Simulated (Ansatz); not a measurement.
## Single-point calculation, with input and output: BN (part 1 of 2)

The run: single-point calculation of BN (54 atoms in the cell). Method and program: DFT PBE, scalar-relativistic, plane waves, PAW, no spin polarisation (Ansatz 0.2.0).

The structure derives from a Materials Project entry.

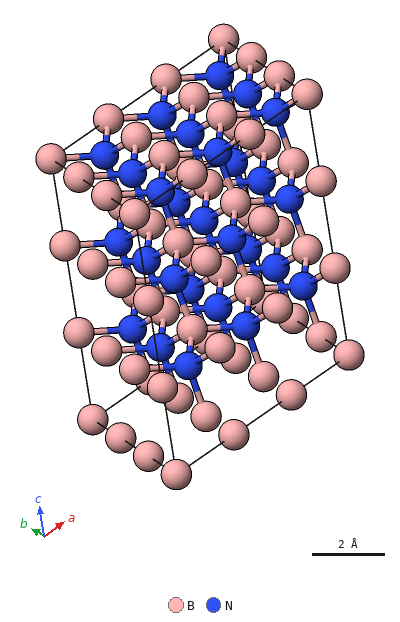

Figure 1. The structure as given in the input (ball-and-stick view of the cell of the calculation, seen slightly off an axis). An atom can appear more than once, as a periodic image. Near neighbours in the periodic cell (some may lie outside the picture): B has 4 N at 1.57 Å; N has 4 B at 1.57 Å.

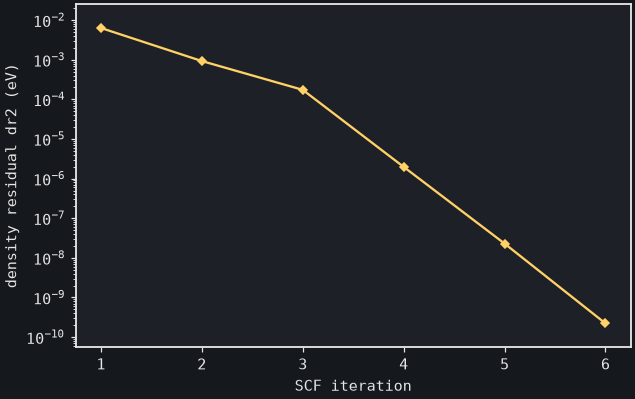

Figure 2. Convergence of the self-consistent field: density residual dr2 against the SCF iteration. The residual falls at every step.

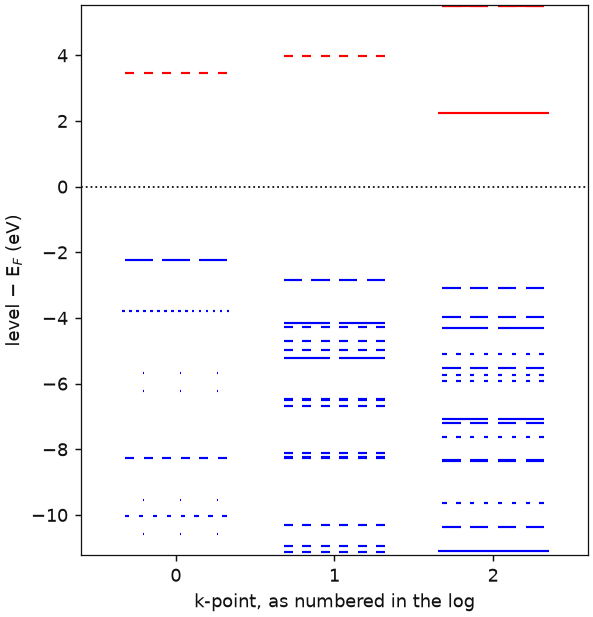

Figure 3. Kohn–Sham levels near the Fermi level (dotted) at the few k-points that the log prints; levels within 0.02 eV of each other stand side by side. Among these points the highest filled and lowest empty levels are 4.46 eV apart, which is the gap on the mesh.

The input and output of the run follow.

### The input
```yaml
crystal:
  lattice:
    - [0.0, 5.439003, 5.439003]
    - [5.439003, 0.0, 5.439003]
    - [5.439003, 5.439003, 0.0]
  atoms:
    - { symbol: B, position: [0.0, 0.0, 0.0] }
    - { symbol: B, position: [0.0, 0.0, 0.333333] }
    - { symbol: B, position: [0.0, 0.0, 0.666667] }
    - { symbol: B, position: [0.0, 0.333333, 0.0] }
    - { symbol: B, position: [0.0, 0.333333, 0.333333] }
    - { symbol: B, position: [0.0, 0.333333, 0.666667] }
    - { symbol: B, position: [0.0, 0.666667, 0.0] }
    - { symbol: B, position: [0.0, 0.666667, 0.333333] }
    - { symbol: B, position: [0.0, 0.666667, 0.666667] }
    - { symbol: B, position: [0.333333, 0.0, 0.0] }
    - { symbol: B, position: [0.333333, 0.0, 0.333333] }
    - { symbol: B, position: [0.333333, 0.0, 0.666667] }
    - { symbol: B, position: [0.333333, 0.333333, 0.0] }
    - { symbol: B, position: [0.333333, 0.333333, 0.333333] }
    - { symbol: B, position: [0.333333, 0.333333, 0.666667] }
    - { symbol: B, position: [0.333333, 0.666667, 0.0] }
    - { symbol: B, position: [0.333333, 0.666667, 0.333333] }
    - { symbol: B, position: [0.333333, 0.666667, 0.666667] }
    - { symbol: B, position: [0.666667, 0.0, 0.0] }
    - { symbol: B, position: [0.666667, 0.0, 0.333333] }
    - { symbol: B, position: [0.666667, 0.0, 0.666667] }
    - { symbol: B, position: [0.666667, 0.333333, 0.0] }
    - { symbol: B, position: [0.666667, 0.333333, 0.333333] }
    - { symbol: B, position: [0.666667, 0.333333, 0.666667] }
    - { symbol: B, position: [0.666667, 0.666667, 0.0] }
    - { symbol: B, position: [0.666667, 0.666667, 0.333333] }
    - { symbol: B, position: [0.666667, 0.666667, 0.666667] }
    - { symbol: "N", position: [0.25, 0.25, 0.25] }
    - { symbol: "N", position: [0.25, 0.25, 0.583333] }
    - { symbol: "N", position: [0.25, 0.25, 0.916667] }
    - { symbol: "N", position: [0.25, 0.583333, 0.25] }
    - { symbol: "N", position: [0.25, 0.583333, 0.583333] }
    - { symbol: "N", position: [0.25, 0.583333, 0.916667] }
    - { symbol: "N", position: [0.25, 0.916667, 0.25] }
    - { symbol: "N", position: [0.25, 0.916667, 0.583333] }
    - { symbol: "N", position: [0.25, 0.916667, 0.916667] }
    - { symbol: "N", position: [0.583333, 0.25, 0.25] }
    - { symbol: "N", position: [0.583333, 0.25, 0.583333] }
    - { symbol: "N", position: [0.583333, 0.25, 0.916667] }
    - { symbol: "N", position: [0.583333, 0.583333, 0.25] }
    - { symbol: "N", position: [0.583333, 0.583333, 0.583333] }
    - { symbol: "N", position: [0.583333, 0.583333, 0.916667] }
    - { symbol: "N", position: [0.583333, 0.916667, 0.25] }
    - { symbol: "N", position: [0.583333, 0.916667, 0.583333] }
    - { symbol: "N", position: [0.583333, 0.916667, 0.916667] }
    - { symbol: "N", position: [0.916667, 0.25, 0.25] }
    - { symbol: "N", position: [0.916667, 0.25, 0.583333] }
    - { symbol: "N", position: [0.916667, 0.25, 0.916667] }
    - { symbol: "N", position: [0.916667, 0.583333, 0.25] }
    - { symbol: "N", position: [0.916667, 0.583333, 0.583333] }
    - { symbol: "N", position: [0.916667, 0.583333, 0.916667] }
    - { symbol: "N", position: [0.916667, 0.916667, 0.25] }
    - { symbol: "N", position: [0.916667, 0.916667, 0.583333] }
    - { symbol: "N", position: [0.916667, 0.916667, 0.916667] }
basis:
  ecutwfc: 420
  fft_grid_basis: typed
kpoints:
  mp_grid: { grid: [2, 2, 2] }
hamiltonian:
  xc: pbe
  pseudopotentials: { kind: paw }
scf:
  occupations: { method: gaussian, width: 0.05 }
output:
  forces: true
  stress: false
  eigenvalues: true
  bader: false
  write_density: true
  volumetric_format: npy
```

Launched with:
```bash
ansatz run input.yaml --threads 4 --pin off --max-ram 10240MiB --backend cpu --events-out ev --progress --plain --runs-dir out
```

### The program's output
```
Warning: the atoms were moved onto the symmetric positions of the space group found under crystal.symmetry.tolerance 1.0e-5 (fractional; no operation is sought that the atoms, as they stand in a round, miss by more than twice it, and no atom is moved by as much as it), and the run uses the moved positions. Before a round's move an operation carried an atom to 1.26e-5 Å from where it should land, the largest such distance. Atom 13 (counting from 0) moved farthest, by 6.28e-6 Å; the longest move in fractions of the cell, of whichever atom, is 0.05 of the tolerance, in 1 round. To run the atoms as typed, lower crystal.symmetry.tolerance until the operations that they miss are no longer found, or set crystal.symmetry.detect: false (a key that needs symmetry detection or time reversal refuses this as the deck is read). The positions used, in the order of the run's atom list: position: [0.0, 0.0, 0.0]; position: [0.0, 0.0, 0.3333333333333333]; position: [0.0, 0.0, 0.6666666666666666]; position: [0.0, 0.3333333333333333, 0.0]; position: [0.0, 0.3333333333333333, 0.3333333333333333]; position: [0.0, 0.3333333333333333, 0.6666666666666666]; position: [0.0, 0.6666666666666666, 0.0]; position: [0.0, 0.6666666666666666, 0.3333333333333333]; position: [0.0, 0.6666666666666666, 0.6666666666666666]; position: [0.3333333333333333, 0.0, 0.0]; position: [0.3333333333333333, 0.0, 0.3333333333333333]; position: [0.3333333333333333, 0.0, 0.6666666666666666]; position: [0.3333333333333333, 0.3333333333333333, 0.0]; position: [0.3333333333333333, 0.3333333333333333, 0.3333333333333333]; position: [0.3333333333333333, 0.3333333333333333, 0.6666666666666666]; position: [0.3333333333333333, 0.6666666666666666, 0.0]; position: [0.3333333333333333, 0.6666666666666666, 0.3333333333333333]; position: [0.3333333333333333, 0.6666666666666666, 0.6666666666666666]; position: [0.6666666666666666, 0.0, 0.0]; position: [0.6666666666666666, 0.0, 0.3333333333333333]; position: [0.6666666666666666, 0.0, 0.6666666666666666]; position: [0.6666666666666666, 0.3333333333333333, 0.0]; position: [0.6666666666666666, 0.3333333333333333, 0.3333333333333333]; position: [0.6666666666666666, 0.3333333333333333, 0.6666666666666666]; position: [0.6666666666666666, 0.6666666666666666, 0.0]; position: [0.6666666666666666, 0.6666666666666666, 0.3333333333333333]; position: [0.6666666666666666, 0.6666666666666666, 0.6666666666666666]; position: [0.25, 0.25, 0.25]; position: [0.25, 0.25, 0.5833333333333333]; position: [0.25, 0.25, 0.9166666666666666]; position: [0.25, 0.5833333333333333, 0.25]; position: [0.25, 0.5833333333333333, 0.5833333333333333]; position: [0.25, 0.5833333333333333, 0.9166666666666666]; position: [0.25, 0.9166666666666666, 0.25]; position: [0.25, 0.9166666666666666, 0.5833333333333333]; position: [0.25, 0.9166666666666666, 0.9166666666666666]; position: [0.5833333333333333, 0.25, 0.25]; position: [0.5833333333333333, 0.25, 0.5833333333333333]; position: [0.5833333333333333, 0.25, 0.9166666666666666]; position: [0.5833333333333333, 0.5833333333333333, 0.25]; position: [0.5833333333333333, 0.5833333333333333, 0.5833333333333333]; position: [0.5833333333333333, 0.5833333333333333, 0.9166666666666666]; position: [0.5833333333333333, 0.9166666666666666, 0.25]; position: [0.5833333333333333, 0.9166666666666666, 0.5833333333333333]; position: [0.5833333333333333, 0.9166666666666666, 0.9166666666666666]; position: [0.9166666666666666, 0.25, 0.25]; position: [0.9166666666666666, 0.25, 0.5833333333333333]; position: [0.9166666666666666, 0.25, 0.9166666666666666]; position: [0.9166666666666666, 0.5833333333333333, 0.25]; position: [0.9166666666666666, 0.5833333333333333, 0.5833333333333333]; position: [0.9166666666666666, 0.5833333333333333, 0.9166666666666666]; position: [0.9166666666666666, 0.9166666666666666, 0.25]; position: [0.9166666666666666, 0.9166666666666666, 0.5833333333333333]; position: [0.9166666666666666, 0.9166666666666666, 0.9166666666666666];
Engine: ansatz 0.2.0, x86_64-unknown-linux-gnu
Pseudopotentials: kind: paw
Pseudopotential: B, paw, valence charge 3, recommended cutoff 420 eV (normal), B.paw.azcp
Pseudopotential: N, paw, valence charge 5, recommended cutoff 420 eV (normal), N.paw.azcp
Functional definition: PBE
  parameter kappa = 0.804
  parameter beta = 0.06672455060314922
  exchange = pbe_x(kappa = kappa, mu = beta*pi^2/3)
  correlation = pbe_c(beta = beta)
Crystal: 54 atoms, lattice volume = 321.801 Å³
Basis set: ecut = 420 eV, 6231 PW (Γ), exchange–correlation on 108×108×108 points (8 copies of the dense FFT grid, shifted against one another)
Bands: 162, of which v1, the nominal top of the filled ones, is band 108 counted from 1 (107 counted from 0)
Symmetry: 648 space group operations
Space group: F-43m (ITA 216), of the structure as read, at distance tolerance 6.9e-5 Å
k-points: 3 of 8
Non-local potential: B, projectors of the file, l = 0: 2, l = 1: 2, l = 2: 1
Non-local potential: N, projectors of the file, l = 0: 2, l = 1: 2, l = 2: 1
PAW form: soft (Blöchl's): semilocal exchange-correlation on the pseudo side does not see the compensation charge
PAW one-centre angular grid: B, 110 points (default); XC on 64 Gauss nodes
PAW one-centre angular grid: N, 110 points (default); XC on 64 Gauss nodes
Initial density: superposition of atomic densities (neutral atoms: chi_scale 0, normalization atom), corrected by the library's trained network
Initial wavefunctions: pseudopotential atomic-orbital guess
Functional: x = pbe(κ = 0.804, μ = 0.2195149727645171), c = pbe(β = 0.06672455060314922)
```
